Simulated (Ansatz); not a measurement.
## Geometry relaxation, with input and output: AlCo (part 2 of 2)

The same run, continued: AlCo (P-6m2, 2 atoms in the cell); DFT, PBE, PAW with Ansatz's default frozen-core files, scalar-relativistic, no spin polarisation (Ansatz 0.2.0); cutoff 420 eV, 15×15×14 k-mesh, Fermi–Dirac smearing of 0.1 eV. The structure was built on a prototype by a generator; it need not be a known phase. It belongs to a series of runs on one base structure; here: cell relaxed at zero pressure.

Geometry of the input (Å; fractional positions):
```
3.1876  0.0000  0.0000
-1.5938  2.7605  0.0000
0.0000  0.0000  3.1238
Co 0.0000  0.0000  0.0000
Al 0.3333  0.6667  0.5000
```

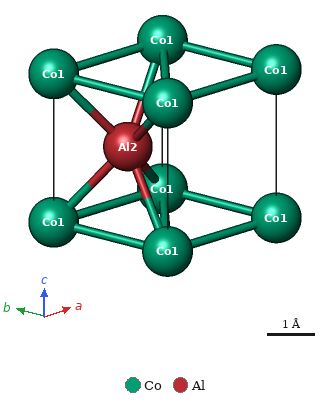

The geometry at step 5 of the log (ball-and-stick view of the cell of the calculation, seen at an oblique angle; atoms are numbered from 1 in the order of the input).

Output, continued:
```
relax step   9: F+E_penalty+E_count = -5664.30404149 eV  Δ(F+E_penalty+E_count) = -3.456e-2 eV  max|allowed force component| = 2.313e-17 eV/Å  Δτ_max = 0.0000 Å  P = +2.167 GPa  Ω = 24.254 Å³  stress off target by 6.23e0 GPa  SCF on the basis re-selected at this cell (its energy is not comparable with the rows above)  (7 SCF iters)
basis re-selected at this cell: Δ(F+E_penalty+E_count) = -3.456e-2 eV, ΔP = +2.146 GPa vs the last step (what re-selecting the basis moved, of the pressure what is left beyond the Pulay correction that the steps carried, after the strain that the cell walked since its last selection, with what the two solves' SCF thresholds leave and, on support functions, any second-order correction that the steps lacked; it is no measure of the basis error at this ecutwfc). The dense FFT grid was sized anew with the basis: this SCF ran on 20×20×25 points, the steps before it on 24×24×24, so part of this shift can come from that change (see relax.cell in the input reference). This SCF's stress stands 6.23e0 GPa from its target on what of the cell is left free (relax.cell.stress_tol is 5.00e-2 GPa) and its largest allowed force component is 2.31e-17 eV/Å (relax.f_tol is 5.00e-3 eV/Å): not within both, so this SCF does not close the relaxation
Crystal: 2 atoms, lattice volume = 24.368 Å³
Basis set: ecut = 420 eV, 487 PW (Γ), exchange–correlation on 40×40×50 points (8 copies of the dense FFT grid, shifted against one another)
preconditioner: auto → none  [metal: Δε(μ)=0.030 eV  Ē_g=7.749 eV  σ=0.100 eV  W_gap=0.07  n_scr=2 (ndim 8)  ℏωp=26.1 eV  f_vac=0.000  D(μ)=2.03/eV (n_scr^D=22)]
SCF 10 converged in 6 iterations: F = -5664.314113 eV  dr2 = 3.18e-10
relax step  10: F+E_penalty+E_count = -5664.31411327 eV  Δ(F+E_penalty+E_count) = -1.007e-2 eV  max|allowed force component| = 1.388e-17 eV/Å  Δτ_max = 0.0000 Å  P = +0.787 GPa  Ω = 24.368 Å³  energy of the carried Pulay correction = -6.427e-5 eV  (6 SCF iters, dr2 threshold 2.00e-7 eV, accepted)
Crystal: 2 atoms, lattice volume = 24.456 Å³
preconditioner: auto → none  [metal: Δε(μ)=0.025 eV  Ē_g=7.727 eV  σ=0.100 eV  W_gap=0.06  n_scr=2 (ndim 8)  ℏωp=26.0 eV  f_vac=0.000  D(μ)=2.04/eV (n_scr^D=22)]
SCF 11 converged in 6 iterations: F = -5664.315524 eV  dr2 = 4.93e-10
relax step  11: F+E_penalty+E_count = -5664.31552376 eV  Δ(F+E_penalty+E_count) = -1.410e-3 eV  max|allowed force component| = 4.626e-17 eV/Å  Δτ_max = 0.0000 Å  P = -0.050 GPa  Ω = 24.456 Å³  energy of the carried Pulay correction = -1.168e-4 eV  (6 SCF iters, dr2 threshold 2.00e-7 eV, accepted)
Crystal: 2 atoms, lattice volume = 24.440 Å³
preconditioner: auto → none  [metal: Δε(μ)=0.025 eV  Ē_g=7.732 eV  σ=0.100 eV  W_gap=0.06  n_scr=2 (ndim 8)  ℏωp=26.0 eV  f_vac=0.000  D(μ)=2.04/eV (n_scr^D=22)]
SCF 12 converged in 6 iterations: F = -5664.315560 eV  dr2 = 4.22e-11
relax step  12: F+E_penalty+E_count = -5664.31555992 eV  Δ(F+E_penalty+E_count) = -3.616e-5 eV  max|allowed force component| = 8.095e-18 eV/Å  Δτ_max = 0.0000 Å  P = +0.011 GPa  Ω = 24.440 Å³  energy of the carried Pulay correction = -1.059e-4 eV  (6 SCF iters, dr2 threshold 5.23e-8 eV, accepted)
Basis set: ecut = 420 eV, 487 PW (Γ), exchange–correlation on 40×40×54 points (8 copies of the dense FFT grid, shifted against one another)
preconditioner: auto → none  [metal: Δε(μ)=0.025 eV  Ē_g=7.733 eV  σ=0.100 eV  W_gap=0.06  n_scr=2 (ndim 8)  ℏωp=26.0 eV  f_vac=0.000  D(μ)=2.04/eV (n_scr^D=22)]
SCF 13 converged in 6 iterations: F = -5664.315784 eV  dr2 = 1.56e-13
relax step  13: F+E_penalty+E_count = -5664.31578410 eV  Δ(F+E_penalty+E_count) = -2.242e-4 eV  max|allowed force component| = 6.939e-18 eV/Å  Δτ_max = 0.0000 Å  P = +0.033 GPa  Ω = 24.440 Å³  stress off target by 7.58e-2 GPa  SCF on the basis re-selected at this cell (its energy is not comparable with the rows above)  (6 SCF iters)
basis re-selected at this cell: Δ(F+E_penalty+E_count) = -2.242e-4 eV, ΔP = +0.022 GPa vs the last step (what re-selecting the basis moved, of the pressure what is left beyond the Pulay correction that the steps carried, after the strain that the cell walked since its last selection, with what the two solves' SCF thresholds leave and, on support functions, any second-order correction that the steps lacked; it is no measure of the basis error at this ecutwfc). The dense FFT grid was sized anew with the basis: this SCF ran on 20×20×27 points, the steps before it on 20×20×25, so part of this shift can come from that change (see relax.cell in the input reference). This SCF's stress stands 7.58e-2 GPa from its target on what of the cell is left free (relax.cell.stress_tol is 5.00e-2 GPa) and its largest allowed force component is 6.94e-18 eV/Å (relax.f_tol is 5.00e-3 eV/Å): not within both, so this SCF does not close the relaxation
Crystal: 2 atoms, lattice volume = 24.444 Å³
SCF 14 converged in 6 iterations: F = -5664.315783 eV  dr2 = 2.71e-13
relax step  14: F+E_penalty+E_count = -5664.31578292 eV  Δ(F+E_penalty+E_count) = +1.185e-6 eV  max|allowed force component| = 3.932e-17 eV/Å  Δτ_max = 0.0000 Å  P = -0.000 GPa  Ω = 24.444 Å³  energy of the carried Pulay correction = -2.593e-6 eV  (6 SCF iters, accepted)
iter 1 solved again at ethr=1.68e-8 eV; its pass at ethr=3.10e-3 eV (dr2=3.37e-6 eV) is discarded
SCF iter   1: F=—  HF=-5664.315826 eV  |F-HF|=—  |Δ(HF+E_count)|=         —  Δρ=2.59e-6  dr2=1.22e-9  ethr=1.68e-8  ⟨swp⟩=3.5  Hψ=23851  notcnv=0
SCF iter   2: F=—  HF=-5664.315784 eV  |F-HF|=—  |Δ(HF+E_count)|=   4.20e-5  Δρ=1.69e-6  dr2=4.83e-10  ethr=6.09e-12  ⟨swp⟩=3.0  Hψ=6175  notcnv=0
SCF iter   3: F=—  HF=-5664.315784 eV  |F-HF|=—  |Δ(HF+E_count)|=  2.09e-11  Δρ=1.03e-6  dr2=1.82e-10  ethr=2.42e-12  ⟨swp⟩=1.0  Hψ=3024  notcnv=0
iter 4 did not close the SCF: its close was put off for the readings that it lacked (scf_convergence_deferred on its scf_iter line)
SCF iter   4: F=-5664.315784 eV  HF=-5664.315784 eV  |F-HF|=0.00e0  |Δ(HF+E_count)|=  6.37e-12  Δρ=1.40e-7  dr2=2.41e-12  ethr=1.00e-12  ⟨swp⟩=1.6  Hψ=3437  notcnv=0
iter 5 did not close the SCF: its close was put off for the readings that it lacked (scf_convergence_deferred on its scf_iter line)
SCF iter   5: F=-5664.315784 eV  HF=-5664.315784 eV  |F-HF|=1.82e-12  |Δ(HF+E_count)|=  1.82e-12  Δρ=1.03e-7  dr2=2.10e-12  ethr=1.00e-12  ⟨swp⟩=1.0  Hψ=3024  notcnv=0
iter 6 did not close the SCF: its close was put off for the readings that it lacked (scf_convergence_deferred on its scf_iter line)
SCF iter   6: F=-5664.315784 eV  HF=-5664.315784 eV  |F-HF|=0.00e0  |Δ(HF+E_count)|=  1.82e-12  Δρ=5.32e-8  dr2=5.44e-13  ethr=1.00e-12  ⟨swp⟩=1.0  Hψ=3024  notcnv=0
iter 7 did not close the SCF: its close was put off for the readings that it lacked (scf_convergence_deferred on its scf_iter line)
SCF iter   7: F=-5664.315784 eV  HF=-5664.315784 eV  |F-HF|=9.09e-13  |Δ(HF+E_count)|=    0.00e0  Δρ=2.84e-8  dr2=1.49e-13  ethr=1.00e-12  ⟨swp⟩=1.0  Hψ=3024  notcnv=0
SCF iter   8: F=-5664.315784 eV  HF=-5664.315784 eV  |F-HF|=1.82e-12  |Δ(HF+E_count)|=  9.09e-13  Δρ=1.89e-8  dr2=6.66e-14  ethr=1.00e-12  ⟨swp⟩=2.1  Hψ=8294  notcnv=0
SCF 15 converged in 8 iterations: F = -5664.315784 eV  dr2 = 6.66e-14
relax step  15: F+E_penalty+E_count = -5664.31578436 eV  Δ(F+E_penalty+E_count) = -1.441e-6 eV  max|allowed force component| = 3.932e-17 eV/Å  Δτ_max = 0.0000 Å  P = -0.000 GPa  Ω = 24.444 Å³  stress off target by 3.98e-4 GPa  SCF on the basis re-selected at this cell (its energy is not comparable with the rows above)  (8 SCF iters)
basis re-selected at this cell: Δ(F+E_penalty+E_count) = -1.441e-6 eV, ΔP = +0.000 GPa vs the last step (what re-selecting the basis moved, of the pressure what is left beyond the Pulay correction that the steps carried, after the strain that the cell walked since its last selection, with what the two solves' SCF thresholds leave and, on support functions, any second-order correction that the steps lacked; it is no measure of the basis error at this ecutwfc). This SCF's stress stands 3.98e-4 GPa from its target on what of the cell is left free (relax.cell.stress_tol is 5.00e-2 GPa) and its largest allowed force component is 3.93e-17 eV/Å (relax.f_tol is 5.00e-3 eV/Å): within both
SCF converged after 8 iterations
Free energy (F): -5664.315784 eV
Harris-Foulkes:  -5664.315784 eV  (|F-HF|=1.82e-12)
Internal energy: -5664.250780 eV  (E = F + TS)
E sigma→0 (E₀):  -5664.283282 eV
Entropy (-TS):   -0.065005 eV (-32.502 meV/atom)
Fermi energy:    13.381875 eV
--- Per-component energies (eV) ---
  E_band       = -300.463202
  E_kinetic    = 480.689839
  E_local      = -3880.694757  (includes V_loc(G=0)·N_el)
  E_nonlocal   = 466.308209
  E_hartree    = 1682.226339
  E_xc         = -199.926096
  E_vxc        = -235.683256  (∫ρ·V_xc dr)
  E_paw        = -1984.322472  (= ΣΔE_a)
  E_vpaw       = -495.535986  (= ΣTr[D̂ρ^β])
  E_aug_tail   = 0.000087  (compensation charges beyond the density's cutoff)
  E_ewald      = -2228.531928
  E_smearing   = -0.065005  (= −TS)
  E_closure    = 0.000000  (closes the sum)
  Σ components = -5664.315784   (vs F -5664.315784, Δ=0.00e0)
--- Forces (eV/Å), atoms counted from 1 ---
  atom   1  Co     0.00000000     0.00000000     0.00000000
  atom   2  Al    -0.00000000    -0.00000000     0.00000000
  max |Σ_I F_I| component: 5.09e-17 eV/Å
--- Stress (GPa, compression-positive) ---
       -0.000233      -0.000000      -0.000000
        0.000000      -0.000233      -0.000000
       -0.000000      -0.000000       0.000398
  P = ⅓ Tr σ = -0.0000 GPa (-0.000 kbar)
--- Band table (eV; the first three rows and the last of 216) ---
  k-point 0: bands = ["-81.1640", "-44.4537", "-44.4537", "-44.3894", "2.6704", "10.1802", "12.0687", "12.0687", "12.2994", "12.8538", "12.8538", "17.2865", "26.4552", "26.4552"]
  k-point 1: bands = ["-81.1640", "-44.4537", "-44.4537", "-44.3894", "2.7234", "10.0273", "12.0694", "12.0694", "12.1877", "12.8485", "12.8485", "17.6257", "26.5149", "26.5149"]
  k-point 2: bands = ["-81.1640", "-44.4537", "-44.4537", "-44.3897", "2.8809", "9.5721", "11.9891", "12.0714", "12.0714", "12.8334", "12.8334", "18.5003", "26.6877", "26.6877"]
  k-point 215: bands = ["-81.1520", "-44.5199", "-44.5189", "-44.3767", "10.0106", "10.3178", "10.8958", "11.5631", "12.1054", "12.3516", "15.6612", "16.6856", "17.2227", "17.7365"]
--- Relaxed structure (12 steps of the walk, 12 accepted, 3 SCFs on fresh bases) ---
  F+E_penalty+E_count = -5664.31578436 eV   max|allowed force component| = 3.932e-17 eV/Å   (the final SCF, on the basis selected at the relaxed cell)
  cell:  # Å, volume = 24.4444 Å³
    - [2.7300395762113747, -5.153242589400233e-33, 0.0]
    - [-1.3650197881056874, 2.3642836263359532, 0.0]
    - [0.0, 0.0, 3.787131091934892]
  atoms:
    - { symbol: Co, position: [0.0, -3.700743415524895e-17, 0.0] }
    - { symbol: Al, position: [0.3333333333333334, 0.6666666666666669, 0.5] }
```

File rho_z.tsv:
```
# z_ang	rho[e/angstrom^3]
# format = ansatz-planar-average/11
# lattice	2.730039576	-0.000000000	0.000000000
# lattice	-1.365019788	2.364283626	0.000000000
# lattice	0.000000000	0.000000000	3.787131092
# sites	2
# site	27	0.000000000	-0.000000000	0.000000000
# site	13	-0.000000000	1.576189084	1.893565546
0.000000	3.500973e0
0.140264	3.027158e0
0.280528	2.029746e0
0.420792	1.174202e0
0.561056	6.779867e-1
0.701321	4.384994e-1
0.841585	3.317089e-1
0.981849	2.856848e-1
1.122113	2.610281e-1
1.262377	2.419230e-1
1.402641	2.242482e-1
1.542905	2.093556e-1
1.683169	1.992278e-1
1.823433	1.942331e-1
1.963698	1.942331e-1
2.103962	1.992278e-1
2.244226	2.093556e-1
2.384490	2.242482e-1
2.524754	2.419230e-1
2.665018	2.610281e-1
2.805282	2.856848e-1
2.945546	3.317089e-1
3.085811	4.384994e-1
3.226075	6.779867e-1
3.366339	1.174202e0
3.506603	2.029746e0
3.646867	3.027158e0
```

File v_z.tsv:
```
# z_ang	v_es[eV]	v_tot[eV]
# format = ansatz-planar-average/11
# xc	pbe
# density_cutoff_ev	1680
# datasets	Co=:simpson_from_first_knot:soft	Al=:simpson_from_first_knot:soft
# lattice	2.730039576	-0.000000000	0.000000000
# lattice	-1.365019788	2.364283626	0.000000000
# lattice	0.000000000	0.000000000	3.787131092
# sites	2
# site	27	0.000000000	-0.000000000	0.000000000
# site	13	-0.000000000	1.576189084	1.893565546
0.000000	-2.966664e0	-1.781479e1
0.140264	-2.241279e0	-1.685796e1
0.280528	-2.236914e-1	-1.419535e1
0.420792	2.706109e0	-1.039871e1
0.561056	6.027076e0	-6.178215e0
0.701321	8.999746e0	-2.443821e0
0.841585	1.079767e1	-9.577272e-2
0.981849	1.091785e1	3.031497e-1
1.122113	9.707869e0	-7.600899e-1
1.262377	8.091619e0	-2.276185e0
1.402641	6.783250e0	-3.819847e0
1.542905	6.020057e0	-5.003114e0
1.683169	5.659282e0	-5.690567e0
1.823433	5.513722e0	-6.003425e0
1.963698	5.513722e0	-6.003425e0
2.103962	5.659282e0	-5.690567e0
2.244226	6.020057e0	-5.003114e0
2.384490	6.783250e0	-3.819847e0
2.524754	8.091619e0	-2.276185e0
2.665018	9.707869e0	-7.600899e-1
2.805282	1.091785e1	3.031497e-1
2.945546	1.079767e1	-9.577272e-2
3.085811	8.999746e0	-2.443821e0
3.226075	6.027076e0	-6.178215e0
3.366339	2.706109e0	-1.039871e1
3.506603	-2.236914e-1	-1.419535e1
3.646867	-2.241279e0	-1.685796e1
```

Trajectory as extended XYZ (Å, eV, eV/Å), 15 frames, from step=1 to step=15:
```
2
Lattice="3.1876 0.0000 0.0000 -1.5938 2.7605 0.0000 0.0000 0.0000 3.1238" Properties=species:S:1:pos:R:3:forces:R:3 step=1 energy=-5663.85751 pressure_GPa=-4.93
Co    0.0000    0.0000    0.0000    0.0000   0.0000   0.0000
Al    0.0000    1.8403    1.5619    0.0000   0.0000   0.0000
2
Lattice="3.0883 0.0000 0.0000 -1.5442 2.6746 0.0000 0.0000 0.0000 3.2067" Properties=species:S:1:pos:R:3:forces:R:3 step=2 energy=-5663.94128 pressure_GPa=-2.15
Co    0.0000    0.0000    0.0000    0.0000   0.0000   0.0000
Al    0.0000    1.7831    1.6033    0.0000   0.0000   0.0000
2
Lattice="2.9652 0.0000 0.0000 -1.4826 2.5679 0.0000 0.0000 0.0000 3.3552" Properties=species:S:1:pos:R:3:forces:R:3 step=3 energy=-5664.08041 pressure_GPa=-0.20
Co    0.0000    0.0000    0.0000    0.0000   0.0000   0.0000
Al    0.0000    1.7119    1.6776    0.0000   0.0000   0.0000
2
Lattice="2.8542 0.0000 0.0000 -1.4271 2.4718 0.0000 0.0000 0.0000 3.5064" Properties=species:S:1:pos:R:3:forces:R:3 step=4 energy=-5664.20378 pressure_GPa=1.32
Co    0.0000    0.0000    0.0000    0.0000   0.0000   0.0000
Al    0.0000    1.6479    1.7532    0.0000   0.0000   0.0000
2
Lattice="2.7695 0.0000 0.0000 -1.3848 2.3985 0.0000 0.0000 0.0000 3.6613" Properties=species:S:1:pos:R:3:forces:R:3 step=5 energy=-5664.26706 pressure_GPa=0.41
Co    0.0000    0.0000    0.0000    0.0000   0.0000   0.0000
Al    0.0000    1.5990    1.8306    0.0000   0.0000   0.0000
2
Lattice="2.7444 0.0000 0.0000 -1.3722 2.3767 0.0000 0.0000 0.0000 3.7090" Properties=species:S:1:pos:R:3:forces:R:3 step=6 energy=-5664.26897 pressure_GPa=0.06
Co    0.0000    0.0000    0.0000    0.0000   0.0000   0.0000
Al    0.0000    1.5845    1.8545    0.0000   0.0000   0.0000
2
Lattice="2.7536 0.0000 0.0000 -1.3768 2.3847 0.0000 0.0000 0.0000 3.6957" Properties=species:S:1:pos:R:3:forces:R:3 step=7 energy=-5664.26947 pressure_GPa=-0.09
Co    0.0000    0.0000    0.0000    0.0000   0.0000   0.0000
Al    0.0000    1.5898    1.8478    0.0000   0.0000   0.0000
2
Lattice="2.7532 0.0000 0.0000 -1.3766 2.3844 0.0000 0.0000 0.0000 3.6946" Properties=species:S:1:pos:R:3:forces:R:3 step=8 energy=-5664.26949 pressure_GPa=0.02
Co    0.0000    0.0000    0.0000    0.0000   0.0000   0.0000
Al    0.0000    1.5896    1.8473    0.0000   0.0000   0.0000
2
Lattice="2.7532 0.0000 0.0000 -1.3766 2.3844 0.0000 0.0000 0.0000 3.6946" Properties=species:S:1:pos:R:3:forces:R:3 step=9 energy=-5664.30404 pressure_GPa=2.17
Co    0.0000    0.0000    0.0000    0.0000   0.0000   0.0000
Al    0.0000    1.5896    1.8473    0.0000   0.0000   0.0000
2
Lattice="2.7380 0.0000 0.0000 -1.3690 2.3711 0.0000 0.0000 0.0000 3.7535" Properties=species:S:1:pos:R:3:forces:R:3 step=10 energy=-5664.31411 pressure_GPa=0.79
Co    0.0000    0.0000    0.0000    0.0000   0.0000   0.0000
Al    0.0000    1.5808    1.8768    0.0000   0.0000   0.0000
2
Lattice="2.7323 0.0000 0.0000 -1.3661 2.3662 0.0000 0.0000 0.0000 3.7827" Properties=species:S:1:pos:R:3:forces:R:3 step=11 energy=-5664.31552 pressure_GPa=-0.05
Co    0.0000    0.0000    0.0000    0.0000   0.0000   0.0000
Al    0.0000    1.5775    1.8914    0.0000   0.0000   0.0000
2
Lattice="2.7302 0.0000 0.0000 -1.3651 2.3644 0.0000 0.0000 0.0000 3.7862" Properties=species:S:1:pos:R:3:forces:R:3 step=12 energy=-5664.31556 pressure_GPa=0.01
Co    0.0000    0.0000    0.0000    0.0000   0.0000   0.0000
Al    0.0000    1.5763    1.8931    0.0000   0.0000   0.0000
2
Lattice="2.7302 0.0000 0.0000 -1.3651 2.3644 0.0000 0.0000 0.0000 3.7862" Properties=species:S:1:pos:R:3:forces:R:3 step=13 energy=-5664.31578 pressure_GPa=0.03
Co    0.0000    0.0000    0.0000    0.0000   0.0000   0.0000
Al    0.0000    1.5763    1.8931    0.0000   0.0000   0.0000
2
Lattice="2.7300 0.0000 0.0000 -1.3650 2.3643 0.0000 0.0000 0.0000 3.7871" Properties=species:S:1:pos:R:3:forces:R:3 step=14 energy=-5664.31578 pressure_GPa=-0.00
Co    0.0000    0.0000    0.0000    0.0000   0.0000   0.0000
Al    0.0000    1.5762    1.8936    0.0000   0.0000   0.0000
2
Lattice="2.7300 0.0000 0.0000 -1.3650 2.3643 0.0000 0.0000 0.0000 3.7871" Properties=species:S:1:pos:R:3:forces:R:3 step=15 energy=-5664.31578 pressure_GPa=-0.00
Co    0.0000    0.0000    0.0000    0.0000   0.0000   0.0000
Al    0.0000    1.5762    1.8936    0.0000   0.0000   0.0000
```

Key numbers:

```csv
quantity,value
outcome,converged
space group (tolerance 0.01 Å),P-6m2 (187)
electrons treated,20
free energy,−5664.3158 eV
Fermi energy,13.382 eV
pressure,0.00 GPa
final volume,24.44 Å³
largest force (length of the vector) at the end,under 0.001 eV/Å
final cell,"a = 2.730 Å, b = 2.730 Å, c = 3.787 Å, α = 90.00°, β = 90.00°, γ = 120.00°"
hardware,"1 thread of Intel Xeon (Granite Rapids), 64 GiB of memory available, shared host"
wall time,65 s
peak memory,0.47 GiB
```

Remarks:

The run has no spin polarisation, so a magnetic state may lie lower.
